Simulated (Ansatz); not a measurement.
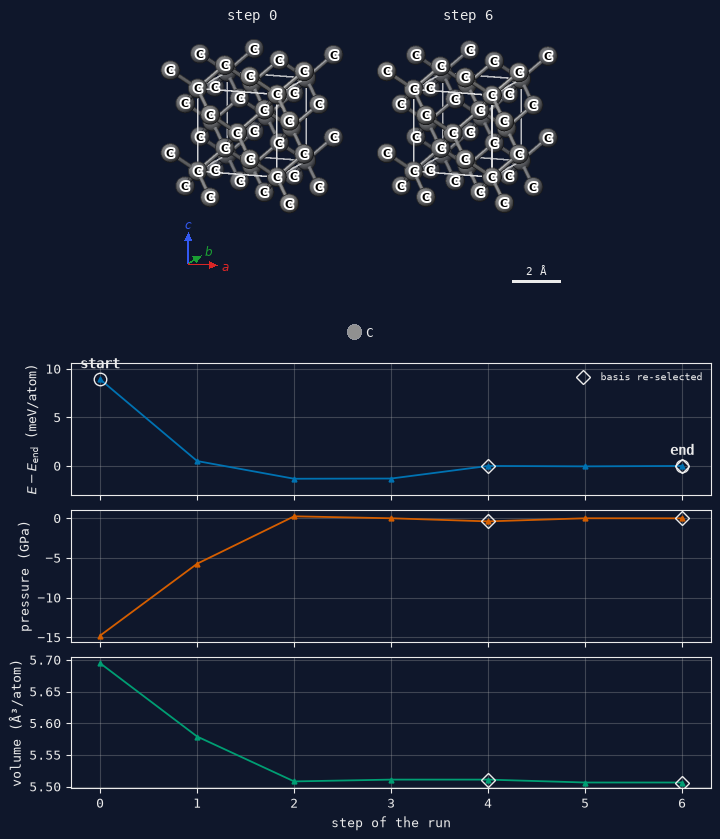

First and last geometry of a relaxation of crystalline C (built on the diamond type), with the history of the run. The picture is a ball-and-stick view of the conventional cell (4 times the calculation's cell), seen slightly off an axis. Lengths and directions refer to the drawn axes.

The calculation used DFT, LDA, plane waves, PAW in Ansatz 0.2.0.

Input
```yaml
crystal:
  lattice:
    - [0.0, 1.7857704569, 1.7857704569]
    - [1.7857704569, 0.0, 1.7857704569]
    - [1.7857704569, 1.7857704569, 0.0]
  atoms:
    - { symbol: C, position: [0.0, 0.0, 0.0] }
    - { symbol: C, position: [0.25, 0.25, 0.25] }
kpoints:
  mp_grid: { grid: [12, 12, 12] }
hamiltonian:
  xc: lda
scf:
  occupations: { method: fermi_dirac, width: 0.02 }
relax:
  f_tol: 0.005
  cell: {}
```

Run as
```bash
ansatz run input.yaml --threads 4 --pin off --max-ram 7372MiB --backend cpu --events-out ev --progress --plain --runs-dir out
```

Q: Read the history and describe the run.

A: It converged. No atom moves by more than 0.005 Å relative to the cell. The volume changes by −3.3 %, with a = b = c 3.572 → 3.532 Å (−1.1 %). Near-neighbour distances that change, for instance: C1–C2 1.547 → 1.529 Å. The space group stays Fd-3m (No. 227). Over 4 accepted moves (6 points after the start) the energy falls by 8.9 meV per atom. All forces vanish by symmetry, so only the cell relaxes. Pressure: −14.77 GPa at the start and −0.01 GPa at the end. The SCF was repeated twice at an unchanged geometry on a basis and grid sized afresh for the cell, which shifted the energy by 1.3 meV per atom at most.
